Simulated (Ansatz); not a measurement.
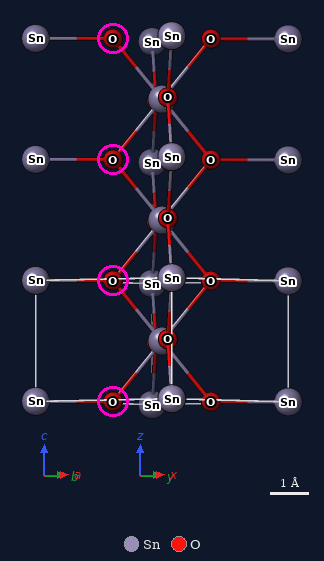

Crystalline SnO₂ (Pnnm): O3 (one in each cell of 6 atoms) is moved over the plane of the Cartesian directions [1 1 0] and z, all else fixed. The picture shows the reference cell. The ringed atoms are those of the scanned coordinate. A ball-and-stick model of the cell of the calculation, repeated 1 × 1 × 3 with one cell outlined, seen nearly along the normal of the scanned plane.

Computed with DFT LDA, scalar-relativistic, plane waves, PAW in Ansatz. Settings: plane-wave cutoff 420 eV; k-point mesh 6 × 6 × 8; occupations gaussian; smearing width 0.05 eV; no spin polarisation. Energies (free energies at the smearing named) are counted from the relaxed crystal.

Input
```yaml
crystal:
  lattice:
    - [4.7212714761, 0.0, 0.0]
    - [0.0, 4.7242464798, 0.0]
    - [0.0, 0.0, 3.1900193999]
  atoms:
    - { symbol: Sn, position: [0.5, 0.5, 0.5] }
    - { symbol: Sn, position: [0.0, 0.0, 0.0] }
    - { symbol: O, position: [0.3055669685, 0.3065721192, 0.0] }
    - { symbol: O, position: [0.8055669685, 0.1934278808, 0.5] }
    - { symbol: O, position: [0.1944330315, 0.8065721192, 0.5] }
    - { symbol: O, position: [0.6944330315, 0.6934278808, 0.0] }
basis:
  ecutwfc: 420
kpoints:
  mp_grid: { grid: [6, 6, 8] }
hamiltonian:
  xc: lda
scf:
  occupations: { method: gaussian, width: 0.05 }
output:
  forces: true
  stress: true
  eigenvalues: true
```

Launched with:
```bash
ansatz run input.yaml --threads 2 --pin off --max-ram 5120MiB --backend cpu --events-out ev --progress --plain --runs-dir out
```

What energies does the calculation give on a grid with rows −0.30, −0.15, 0.00, 0.15, 0.30 and columns −0.30, −0.15, 0.00, 0.15, 0.30 (displacement along [1 1 0] (Å); displacement along z (Å))?

Rows: displacement along [1 1 0] (Å); columns: displacement along z (Å); values in eV/cell.

```
       −0.30  −0.15  0.00  0.15  0.30
−0.30   1.41   1.36  1.35  1.36  1.41
−0.15   0.61   0.37  0.29  0.37  0.61
 0.00   0.62   0.15  0.00  0.15  0.62
 0.15   1.33   0.51  0.25  0.51  1.33
 0.30   2.78   1.40  0.98  1.40  2.78
```

In pairs of (displacement along [1 1 0] (Å); displacement along z (Å)): the lowest computed point lies at (0.00, 0.00) (0.00 eV/cell), the highest at (0.30, −0.30), (0.30, 0.30) (2.78 eV/cell).  Over the ranges scanned the energy rises more along the first axis, the displacement along [1 1 0].
